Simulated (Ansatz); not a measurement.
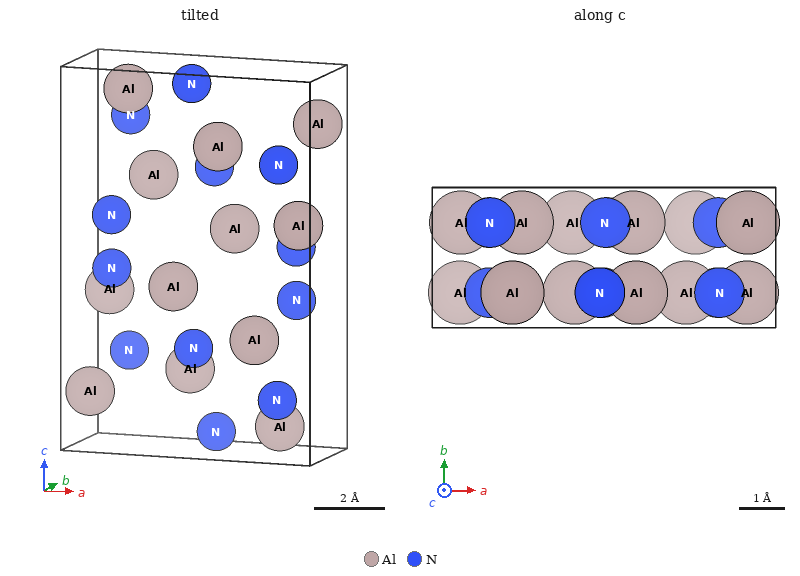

The crystal in a spheres-only representation, seen slightly off an axis and along the c axis. Atoms at the boundary of the conventional unit cell (the box) are drawn once for each face, edge or corner they touch.

- The compound is AlN.
- Space group: P2_1/m (No. 11). Lattice: primitive monoclinic.
- The cell has 24 atoms, namely 12 Al, 12 N.

Provenance: a structure listed in the Materials Project. It was relaxed with DFT PBE, scalar-relativistic, plane waves, PAW (Ansatz) under a constraint or pressure on the cell, so some stress remains.
